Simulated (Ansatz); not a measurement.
# Single-point calculation of Al

- system: Al (slab, 12 atoms in the cell)
- method: DFT, PBEsol, plane waves, PAW, no spin polarisation (Ansatz 0.2.0)

The structure derives from an entry of the Crystallography Open Database. Figures and captions count atoms from 1; the log counts them from 0 in places.

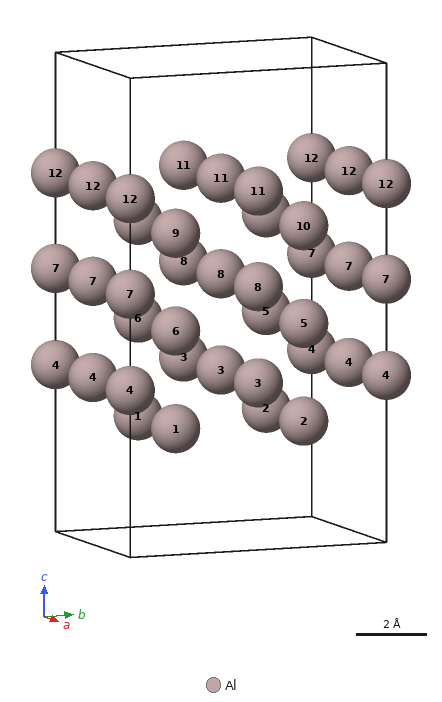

The structure (spheres-only view of the 2 × 1 repeat of the cell, with the vacuum cut short, seen slightly off an axis; atoms are numbered from 1 in the order of the input). An atom can appear more than once, as a periodic image.

## The input
```yaml
crystal:
  lattice:
    - [2.8394270055, 0.0, 0.0]
    - [0.0, 8.0311123612, 0.0]
    - [0.0, 0.0, 22.0985675138]
  atoms:
    - { symbol: Al, position: [0.5, 0.25, 0.3393885145] }
    - { symbol: Al, position: [0.5, 0.75, 0.3393885145] }
    - { symbol: Al, position: [0.0, 0.5, 0.4036331087] }
    - { symbol: Al, position: [0.0, 0.0, 0.4036331087] }
    - { symbol: Al, position: [0.5, 0.75, 0.4688313085] }
    - { symbol: Al, position: [0.5, 0.25, 0.4688313085] }
    - { symbol: Al, position: [0.0, 0.0, 0.5310909615] }
    - { symbol: Al, position: [0.0, 0.5, 0.5310909615] }
    - { symbol: Al, position: [0.5, 0.25, 0.5983163158] }
    - { symbol: Al, position: [0.5, 0.75, 0.5983163158] }
    - { symbol: Al, position: [0.0, 0.5, 0.6577209251] }
    - { symbol: Al, position: [0.0, 0.0, 0.6577209251] }
basis:
  ecutwfc: 420
kpoints:
  mp_grid: { grid: [12, 5, 1] }
hamiltonian:
  xc: pbesol
scf:
  occupations: { method: gaussian, width: 0.1 }
  n_extra_bands: 32
output:
  forces: true
  eigenvalues: true
efield:
  axis: 3
  dipole_correction: true
  ramp_width: 0.04
```

Command:
```bash
ansatz run input.yaml --threads 2 --pin off --max-ram 5120MiB --backend cpu --events-out ev --progress --plain --runs-dir out
```

## Output
```
scf.n_extra_bands = 32 over 18 filled bands (N_el = 36.0): the run solves 50 bands
Engine: ansatz 0.2.0, x86_64-unknown-linux-gnu
Pseudopotentials: kind: paw
Pseudopotential: Al, paw, valence charge 3, recommended cutoff 420 eV (normal), Al.paw.azcp
Functional definition: PBEsol
  exchange = pbesol_x
  correlation = pbesol_c
Crystal: 12 atoms, lattice volume = 503.930 Å³
Basis set: ecut = 420 eV, 9931 PW (Γ), exchange–correlation on 40×108×300 points (8 copies of the dense FFT grid, shifted against one another)
Bands: 50, of which v1, the nominal top of the filled ones, is band 18 counted from 1 (17 counted from 0)
Symmetry: 8 space group operations
Space group: Pmm2 (ITA 25), of the structure as read, at distance tolerance 8.0e-5 Å
k-points: 21 of 60
Non-local potential: Al, projectors of the file, l = 0: 2, l = 1: 2, l = 2: 1
PAW form: soft (Blöchl's): semilocal exchange-correlation on the pseudo side does not see the compensation charge
PAW frozen core: Al, regenerated for the run's functional, and the local potential with it (the file was generated under x = pbe(κ = 0.804, μ = 0.2195149727645171), c = pbe(β = 0.06672455060314922))
PAW one-centre angular grid: Al, 110 points (default); XC on 64 Gauss nodes
Initial density: superposition of atomic densities (neutral atoms: chi_scale 0, normalization atom), corrected by the library's trained network
Initial wavefunctions: pseudopotential atomic-orbital guess
Functional: x = pbesol(κ = 0.804, μ = 0.12345679012345678), c = pbesol(β = 0.046)
SCF iter   1: F=—  HF=-6291.192785 eV  |F-HF|=—  |Δ(HF+E_count)|=         —  Δρ=1.31e-3  dr2=2.39e-2  ethr=1.77e-3  p=-0.001 e·Å  D=-2.90e-4 V/Å  ΔV_dip=0.01 eV  dr2_dipole=2.48e-4  V_vac-E_F(+/−)=3.98/3.98 eV  ⟨swp⟩=8.2  Hψ=6225  notcnv=0  defer=198
efield: sawtooth ramp at fractional position 0.9786 (placed from the atoms, in the widest stretch of the axis that holds none; the zero of the levels goes with the place), width 0.0400; the density the first Hamiltonian is built on has a dipole p = -0.001 e·Å; the dipole correction subtracts the counter field D = -2.90e-4 V/Å, which shifts the + side's vacuum level by +0.01 eV against the − side's; the planar-averaged density in the ramp window peaks in size at 3.2e-5 e/Å³
preconditioner: auto → LDOS  [metal: Δε(μ)=0.008 eV  Ē_g=8.671 eV  σ=0.100 eV  W_gap=0.04  n_scr=44 (ndim 8)  ℏωp=9.9 eV  f_vac=0.476  D(μ)=4.82/eV (n_scr^D=22)  β→1.0]
SCF iter   2: F=—  HF=-6291.193608 eV  |F-HF|=—  |Δ(HF+E_count)|=   8.23e-4  Δρ=2.82e-4  dr2=9.01e-4  ethr=6.64e-5  p=-0.000 e·Å  D=-6.87e-6 V/Å  ΔV_dip=0.00 eV  dr2_dipole=1.17e-9  V_vac-E_F(+/−)=3.97/3.97 eV  ⟨swp⟩=2.5  Hψ=1553  notcnv=0  defer=336
SCF iter   3: F=—  HF=-6291.193797 eV  |F-HF|=—  |Δ(HF+E_count)|=   1.89e-4  Δρ=1.01e-4  dr2=2.02e-4  ethr=2.50e-6  p=0.001 e·Å  D=2.15e-4 V/Å  ΔV_dip=-0.00 eV  dr2_dipole=1.39e-5  V_vac-E_F(+/−)=3.97/3.97 eV  ⟨swp⟩=2.0  Hψ=892  notcnv=0  defer=336
SCF iter   4: F=—  HF=-6291.193780 eV  |F-HF|=—  |Δ(HF+E_count)|=   1.68e-5  Δρ=2.74e-5  dr2=1.39e-5  ethr=5.61e-7  p=0.000 e·Å  D=1.74e-4 V/Å  ΔV_dip=-0.00 eV  dr2_dipole=6.01e-7  V_vac-E_F(+/−)=3.97/3.97 eV  ⟨swp⟩=2.1  Hψ=893  notcnv=0  defer=336
SCF iter   5: F=—  HF=-6291.193910 eV  |F-HF|=—  |Δ(HF+E_count)|=   1.30e-4  Δρ=5.51e-6  dr2=3.27e-7  ethr=3.87e-8  p=0.001 e·Å  D=1.95e-4 V/Å  ΔV_dip=-0.00 eV  dr2_dipole=1.07e-9  V_vac-E_F(+/−)=3.97/3.97 eV  ⟨swp⟩=2.3  Hψ=951  notcnv=0  defer=336
SCF iter   6: F=-6291.193910 eV  HF=-6291.193910 eV  |F-HF|=8.11e-9  |Δ(HF+E_count)|=   2.24e-7  Δρ=1.19e-6  dr2=2.24e-8  ethr=2.78e-10  p=0.001 e·Å  D=1.99e-4 V/Å  ΔV_dip=-0.00 eV  dr2_dipole=2.98e-10  V_vac-E_F(+/−)=3.97/3.97 eV  ⟨swp⟩=30.9  Hψ=9577  notcnv=0
the search or the solves at the SCF's close seem to have found levels that the self-consistency loop had missed (the run counts 1). By its estimate they hold under 1e-12 electrons; where the run keeps them, the occupations were computed again with them
SCF 1 converged in 6 iterations: F = -6291.193910 eV  dr2 = 2.24e-8
  greatest PAW one-centre occupation: 0.487 electrons in one spin orbital (limit 2), on the Al atom at site 1 (counted from 0), in its partial waves of l = 0
SCF converged after 6 iterations
Free energy (F): -6291.193910 eV
Harris-Foulkes:  -6291.193910 eV  (|F-HF|=8.11e-9)
Internal energy: -6291.170114 eV  (E = F + TS)
E sigma→0 (E₀):  -6291.182012 eV
Entropy (-TS):   -0.023796 eV (-1.983 meV/atom)
Fermi energy:    0.770618 eV
Dipole field:    D = 0.000185 V/Å  (p = 0.000514 e·Å, saw-weighted, corrected)
Work function:   Φ+ = 3.9667 eV   Φ− = 3.9707 eV
Levels:          The Fermi level and band energies are counted from a zero that moves with the ramp; work functions are not
--- Per-component energies (eV) ---
  E_band       = -124.855985
  E_kinetic    = 263.173403
  E_local      = -6957.860479  (includes V_loc(G=0)·N_el)
  E_nonlocal   = 126.594834
  E_hartree    = 3413.370152
  E_xc         = -465.505599
  E_vxc        = -340.203741  (∫ρ·V_xc dr)
  E_paw        = -5456.349094  (= ΣΔE_a)
  E_vpaw       = -43.297039  (= ΣTr[D̂ρ^β])
  E_aug_tail   = -0.000029  (compensation charges beyond the density's cutoff)
  E_efield     = 0.000000  (sawtooth field / dipole correction)
  E_vefield    = -0.000187  (∫n·V_field dr)
  E_ewald      = 2785.177029
  E_core_change = 0.229668  (= ΣΔE_core)
  E_smearing   = -0.023796  (= −TS)
  E_closure    = 0.000000  (closes the sum)
  Σ components = -6291.193910   (vs F -6291.193910, Δ=0.00e0)
--- Forces (eV/Å), atoms counted from 1 ---
  atom   1  Al     0.00000000     0.00000000     0.22327851
  atom   2  Al     0.00000000     0.00000000     0.22327851
  atom   3  Al     0.00000000     0.00000000    -0.22267757
  atom   4  Al    -0.00000000     0.00000000    -0.22267757
  atom   5  Al    -0.00000000    -0.00000000    -0.00367966
  atom   6  Al    -0.00000000    -0.00000000    -0.00367966
  atom   7  Al     0.00000000     0.00000000     0.01897411
  atom   8  Al     0.00000000     0.00000000     0.01897411
  atom   9  Al     0.00000000     0.00000000    -0.00755512
  atom  10  Al     0.00000000     0.00000000    -0.00755512
  atom  11  Al     0.00000000     0.00000000    -0.00834588
  atom  12  Al    -0.00000000     0.00000000    -0.00834588
  max |Σ_I F_I| component: 1.12e-5 eV/Å
--- Band table (eV; the first three rows and the last of 21) ---
  k-point 0: bands = ["-10.1278", "-8.8521", "-7.8972", "-7.8402", "-6.8846", "-6.6493", "-6.6029", "-4.6747", "-4.6206", "-4.4070", "-2.2571", "-2.2186", "-1.9214", "-1.8702", "-0.6897", "-0.4514", "0.4491", "0.4642", "0.4945", "0.8592", "1.1704", "2.9869", "3.0614", "3.1675", "3.1754", "3.7334", "4.6101", "4.6431", "5.4091", "5.4123", "5.4306", "6.3976", "6.4739", "6.5463", "6.7397", "6.8901", "6.8973", "7.0806", "7.0920", "7.7020", "7.8482", "8.4086", "8.6267", "8.6428", "8.6642", "8.6901", "8.7356", "8.7562", "9.2224", "9.2319"]
  k-point 1: bands = ["-10.0364", "-8.7620", "-8.6753", "-7.4373", "-6.8586", "-6.7976", "-5.8371", "-5.2339", "-4.3328", "-3.8245", "-2.9502", "-2.8240", "-1.9475", "-1.6218", "-1.5779", "0.0055", "0.0678", "0.7842", "0.8062", "1.0181", "2.0315", "2.6977", "2.7798", "3.2100", "3.7517", "4.0523", "4.7026", "4.8070", "4.8873", "5.5456", "6.0436", "6.1446", "6.2663", "6.3266", "6.4878", "6.8166", "6.8690", "7.0346", "7.7357", "7.9013", "7.9246", "7.9696", "7.9906", "8.0928", "8.1231", "8.1251", "8.2696", "9.0504", "9.1643", "9.3472"]
  k-point 2: bands = ["-9.7629", "-9.3084", "-8.4925", "-8.0460", "-6.5390", "-6.1239", "-5.7250", "-4.4717", "-4.4197", "-4.0019", "-3.7034", "-3.1566", "-2.4105", "-1.6169", "-1.3998", "-1.2319", "0.4218", "0.9080", "1.1199", "1.4653", "2.6968", "3.1624", "3.3244", "3.6945", "3.9708", "4.1691", "4.7891", "4.9796", "5.0779", "5.2182", "5.4365", "5.7672", "5.9336", "6.0141", "6.3725", "6.7418", "7.0186", "7.0386", "7.0473", "7.2767", "7.4319", "7.6457", "7.9296", "8.1534", "8.3226", "8.3575", "8.5331", "8.8844", "8.9073", "9.0755"]
  k-point 20: bands = ["-5.2934", "-5.2653", "-4.8537", "-4.8267", "-4.0685", "-4.0391", "-3.6380", "-3.6104", "-2.1570", "-2.1346", "-1.7749", "-1.7564", "-1.3567", "-1.3234", "-0.1216", "-0.1046", "-0.1022", "-0.0455", "0.4597", "0.4606", "0.7918", "0.8097", "1.1278", "1.1811", "1.9105", "1.9383", "2.7617", "2.7926", "2.9621", "2.9754", "3.0635", "3.1104", "4.7683", "4.8310", "5.3370", "5.3719", "5.6127", "5.6291", "5.7811", "5.8201", "6.8401", "6.8944", "7.5080", "7.5358", "7.6313", "7.6939", "7.9514", "7.9678", "8.1923", "8.2058"]
```

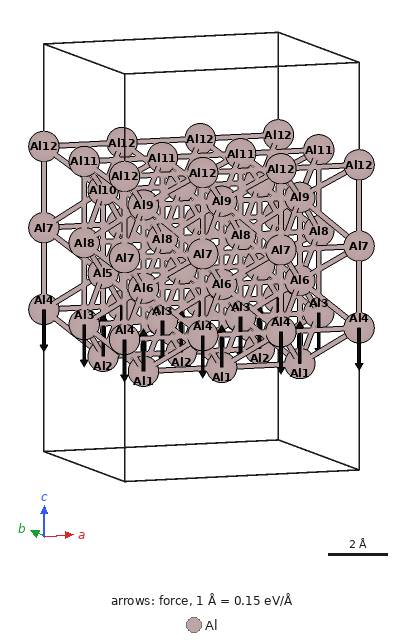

Forces on the atoms as black arrows (ball-and-stick view of the 3 × 1 repeat of the cell, with the vacuum cut short, seen slightly off an axis; atoms are numbered from 1 in the order of the input); the smallest are left out. The largest act on Al1, Al2, Al3, Al4 (0.22 eV/Å). The geometry is not a stationary point of this energy.

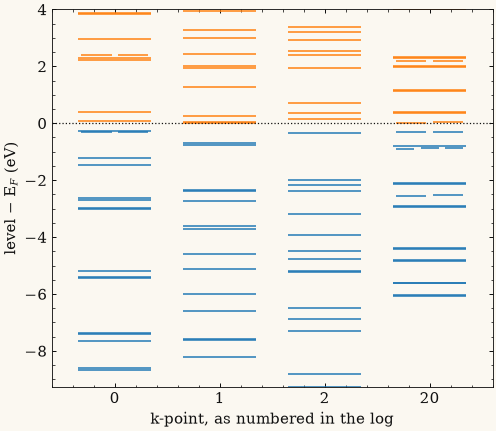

Kohn–Sham levels near the Fermi level (dotted) at the few k-points that the log prints; levels within 0.02 eV of each other stand side by side. The system is metallic on the full mesh.

## Results in brief

```csv
quantity,value
outcome,converged
electrons treated,36
free energy,−6291.1939 eV
Fermi energy,0.771 eV
gap on the k-point mesh,none (metallic)
largest force (length of the vector),0.223 eV/Å
hardware,"2 threads of Intel Xeon @ 2.90GHz (Ice Lake), 192 GiB of memory available, shared host"
wall time,25 s (CPU time 50 s)
peak memory,0.95 GiB
```

Settings chosen away from the usual ones: scf.n_extra_bands set to 32.
